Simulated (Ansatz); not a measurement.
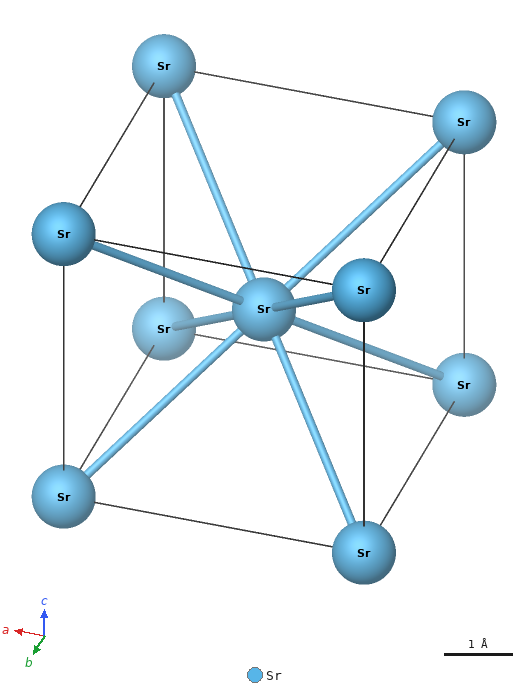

Reference structure: crystalline Sr (set up in Im-3m). Style: ball-and-stick. Shown: the conventional cell (2 times the calculation's cell), from a free direction. Lengths and directions refer to the drawn axes.

Theory: DFT PBEsol, scalar-relativistic, plane waves, PAW in Ansatz 0.2.0. Set-up: plane-wave cutoff 420 eV; occupations gaussian; smearing width 0.1 eV; no spin polarisation. The k-mesh is chosen for each cell (12×12×12, 16×16×16).

The variant: The crystal is put under a hydrostatic pressure of 40 GPa. Cell and atoms are relaxed at that pressure.

Input file:
```yaml
crystal:
  lattice:
    - [-1.8497531677, 1.8497531677, 1.8497531677]
    - [1.8497531677, -1.8497531677, 1.8497531677]
    - [1.8497531677, 1.8497531677, -1.8497531677]
  atoms:
    - { symbol: Sr, position: [0.0, 0.0, 0.0] }
basis:
  ecutwfc: 420
kpoints:
  mp_grid: { grid: [16, 16, 16] }
hamiltonian:
  xc: pbesol
scf:
  occupations: { method: gaussian, width: 0.1 }
output:
  forces: true
  stress: true
  eigenvalues: true
relax:
  adjacent_minimum: "off"
  f_tol: 0.008
  max_steps: 50
  cell: { stress_tol: 0.08, p_target: 40.0 }
```

Launched with:
```bash
ansatz run input.yaml --threads 1 --pin off --max-ram 2560MiB --backend cpu --events-out ev --progress --plain --runs-dir out
```

Q: What does the calculation give for the changed structure?

A: Energy change: +2103 meV per atom. (The two runs use different k-meshes.) The pressure goes from 0.0 to 40.0 GPa. The drawn cell changes as follows: a = b = c 4.670 → 3.483 Å (−25.4 %); the volume changes by −58.5 %. No atom moves by more than 0.005 Å relative to the cell. Near-neighbour distances before and after: Sr–Sr 4.670 → 3.483 Å, Sr–Sr 4.044 → 3.017 Å. The space group stays Im-3m (No. 229).

The changed structure in the same view:

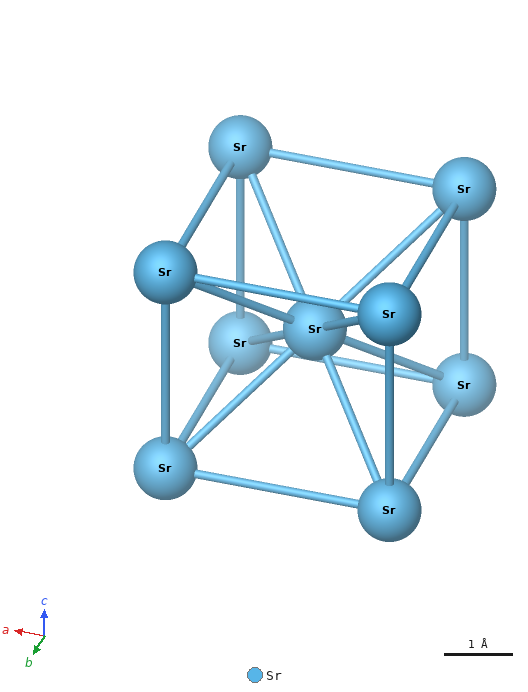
